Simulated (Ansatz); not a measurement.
AlCo

The calculation's input:

```
crystal:
  lattice:
    - [2.81940321, 0.0, 0.0]
    - [0.0, 2.81940321, 0.0]
    - [0.0, 0.0, 2.81940321]
  atoms:
    - { symbol: Al, position: [0.0, 0.0, 0.0] }
    - { symbol: Co, position: [0.4498399676, 0.4498399676, 0.5] }
basis:
  ecutwfc: 420
kpoints:
  mp_grid: { grid: [16, 16, 16] }
hamiltonian:
  xc: pbesol
scf:
  occupations: { method: gaussian, width: 0.15 }
output:
  forces: true
  stress: true
  eigenvalues: true
  write_density: true
  write_potential: true
  elf: true
  volumetric_format: npy
```

Command:

```sh
ansatz run input.yaml --threads 1 --pin off --max-ram 2560MiB --backend cpu --events-out ev --progress --plain --runs-dir out
```

Below, planes, directions and counts refer to the conventional cell (a = 2.82 Å, b = 3.99 Å, c = 3.99 Å, α = 90.00°, β = 90.00°, γ = 90.00°).

Space group Amm2; a structure from a database of computed crystals, not necessarily the ambient phase; changed on purpose from its base cell (atom 2 (Co) moved by (-0.200, +0.000) A along [1 1 0] and z); not relaxed (largest force 1.7 eV/Å); computed pressure about 4 GPa in this cell; computed without spin polarisation.

Computed with DFT PBEsol, scalar-relativistic, plane waves, PAW in Ansatz 0.2.0.

What will maps of the valence pseudo-density and electron localisation function show?

Answer. Al–Co (2.28 Å): ρ is about 0.43 e/Å³ halfway; the ELF is about 0.40 at the midpoint.

Does the calculation make it a metal, or give it a gap?

Answer. It is metallic or semimetallic at this level of theory: no gap opens.

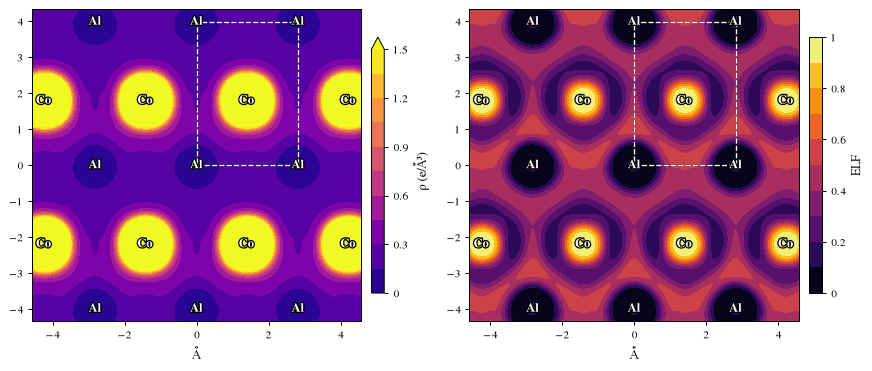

Computed valence pseudo-density and electron localisation function on the (010) plane of the conventional cell, in this order. 
